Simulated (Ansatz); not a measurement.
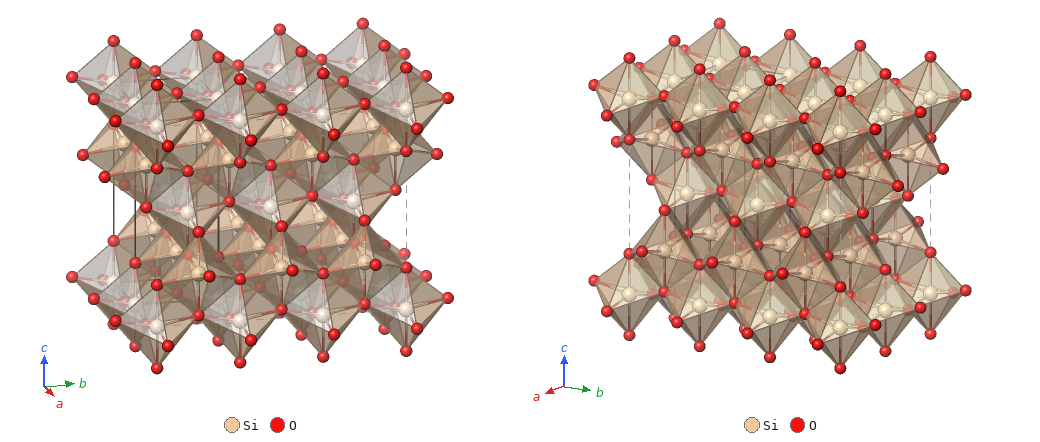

Polyhedra are drawn about Si (bonds: O–Si below 2 Å); other atoms are plain spheres. Two views of the same piece.

SiO2 (space group I4_1/amd, No. 141): the geometry relaxed with DFT, PBE, plane waves, PAW (Ansatz 0.2.0); the starting structure was generated, so it need not be a known form of this composition.

What figure surrounds each Si atom, and what does it share with the other drawn polyhedra?

Answer. Si: SiO6 octahedron, sharing edges with four neighbours and corners with four neighbours.

What is the connectivity of the polyhedra: isolated, groups, chains, layers or framework?

Answer. They form a three-dimensional framework of corner- and edge-sharing octahedra.

How far apart are the centres of linked polyhedra?

Answer. Centre to centre across a shared edge: 2.77 Å; across a shared corner: 3.53 Å.
